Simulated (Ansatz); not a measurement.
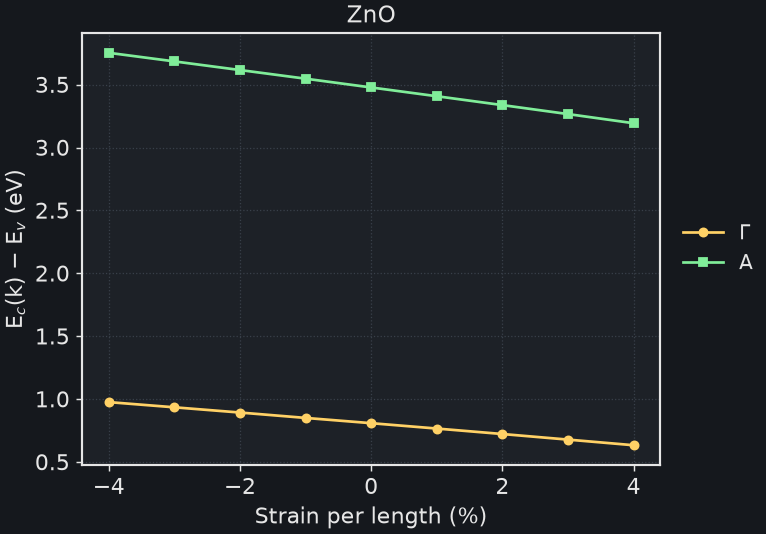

Lowest conduction level at each named k point, counted from the valence-band top at Γ. The names follow the standardised cell of this lattice; in reduced coordinates of the cell that was run, A is (0, 0, 0.5).

System: wurtzite ZnO, space group P6_3mc (No. 186), 4 atoms in the cell, relaxed with r2SCAN; unstrained, a = 3.235 Å, c = 5.211 Å (hexagonal axes). All lengths are scaled by the strain listed, and the atoms are relaxed again with r2SCAN. Points keep the names and reduced coordinates of the unstrained primitive cell. Ansatz 0.2.0; PBE, Ansatz PAW set, no spin polarisation, no spin-orbit coupling, 12×12×6 k mesh, 420 eV cutoff, Fermi-Dirac smearing of 0.02 eV.

**How does each level move from −4 % to +4 %?**

Γ falls by 0.35 eV and A falls by 0.56 eV.

**Which of these conduction levels is lowest, and does that change?**

The lowest is the one at Γ, over the whole range, so among these points the gap stays direct.

**How fast do the levels move with strain?**

Straight lines through the points have slopes of −43 at Γ and −70 at A (meV for each 1 % of strain).

The values:
| strain | Γ (eV) | A (eV) |
| --- | --- | --- |
| −4 % | 0.98 | 3.75 |
| −3 % | 0.93 | 3.68 |
| −2 % | 0.89 | 3.62 |
| −1 % | 0.85 | 3.55 |
| 0 % | 0.81 | 3.48 |
| +1 % | 0.77 | 3.41 |
| +2 % | 0.72 | 3.34 |
| +3 % | 0.68 | 3.27 |
| +4 % | 0.63 | 3.19 |

LDA, GGA and most meta-GGA functionals understate gaps.
